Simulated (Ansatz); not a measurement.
The calculation's input:

```
crystal:
  lattice:
    - [3.8127853784, 0.0, 0.0]
    - [0.0, 1.8165394147, 2.0762868739]
    - [0.0, -1.8165394147, 2.0762868739]
  atoms:
    - { symbol: Ti, position: [0.0, 0.0503224037, 0.0503224037] }
    - { symbol: Si, position: [0.5, 0.5511775963, 0.5511775963] }
basis:
  ecutwfc: 500
kpoints:
  mp_grid: { grid: [10, 12, 12] }
hamiltonian:
  xc: r2scan
scf:
  occupations: { method: gaussian, width: 0.15 }
output:
  forces: true
  stress: true
  eigenvalues: true
  write_density: true
  write_potential: true
  elf: true
  volumetric_format: npy
```

Command:

```sh
ansatz run input.yaml --threads 2 --pin off --max-ram 5120MiB --backend cpu --events-out ev --progress --plain --runs-dir out
```

Below, planes, directions and counts refer to the conventional cell (a = 3.63 Å, b = 4.15 Å, c = 3.81 Å, α = 90.00°, β = 90.00°, γ = 90.00°).

Space group Cmmm; a structure from a database of computed crystals, not necessarily the ambient phase; computed without spin polarisation.

Theory: DFT r2SCAN, scalar-relativistic, plane waves, PAW in Ansatz 0.2.0.

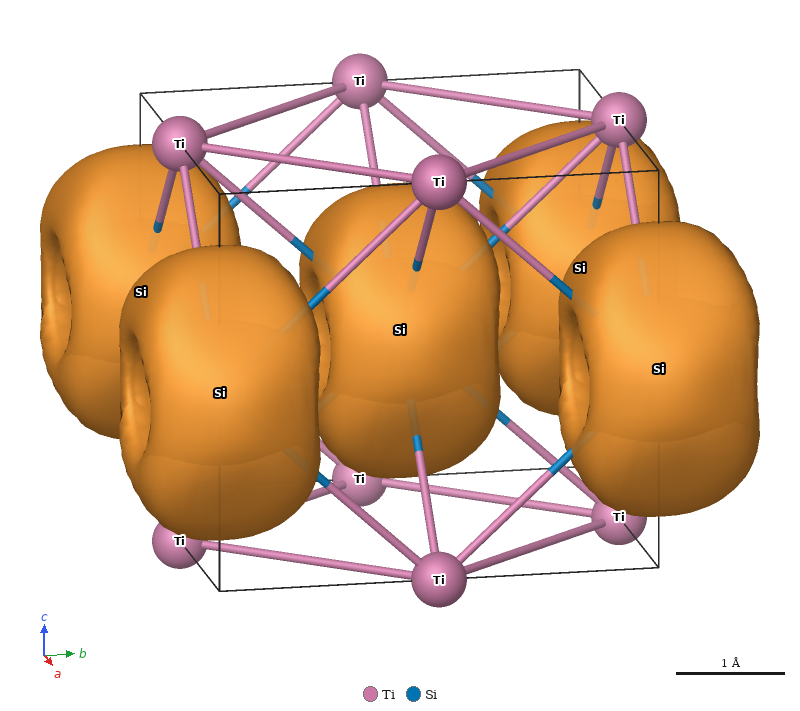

TiSi. Isosurface of the electron localisation function at 0.65 (orange), seen slightly off an axis. Only the valence region is drawn (cores and ρ < 0.01 e/Å³ removed). Sticks mark near contacts.

> Where are the electrons localised?

The ELF exceeds this value in two regions wrapped around Si (the valence shell of each), counted in one cell of 4 atoms. Regions shared between cells count once.

Values along the shortest contacts:
Ti–Si (2.63 Å): the ELF peaks at about 0.75 in the valence shell of Si, 0.9 Å from its nucleus, and is about 0.40 at the midpoint. Ti–Ti (2.76 Å): the ELF is about 0.35 at the midpoint.
